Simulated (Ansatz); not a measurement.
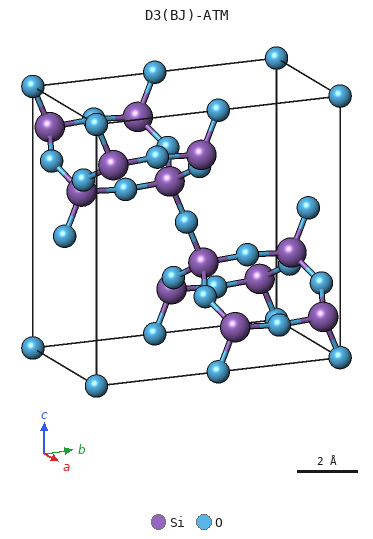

Solid SiO$_{2}$ (set up in Imma), relaxed (cell and atoms) with several dispersion corrections. The picture shows the result with D3(BJ)-ATM. The picture is a ball-and-stick view of the conventional cell (2 times the calculation's cell), seen slightly off an axis. Lengths and directions refer to the drawn axes.

Computed with Ansatz 0.2.0: PBEsol, Ansatz PAW. Set-up: plane-wave cutoff 420 eV; k-point mesh 6 × 6 × 6; occupations fermi-dirac; smearing width 0.05 eV; no spin polarisation; cell and atoms relaxed; force threshold 0.01 eV/Å.

| dispersion correction | volume (Å³/atom) | a (Å) | b (Å) | c (Å) |
| --- | --- | --- | --- | --- |
| D3(BJ)-ATM | 17.699 | 5.261 | 8.905 | 9.067 |
| D3(BJ) | 17.287 | 5.265 | 8.672 | 9.087 |
| none | 18.734 | 5.264 | 9.578 | 8.918 |
| D4 | ? | ? | ? | ? |

Question: One row is withheld. What does the calculation give there?

Answer: With D4 the volume falls between D3(BJ)-ATM (17.699) and none (18.734). The calculation gives 18.316 Å³/atom (a = 5.264 Å, b = 9.264 Å, c = 9.015 Å). In order of volume: D3(BJ) < D3(BJ)-ATM < D4 < none; the spread is 8.4 %.

Each member starts from this one structure; whether another phase lies lower wasn't checked.
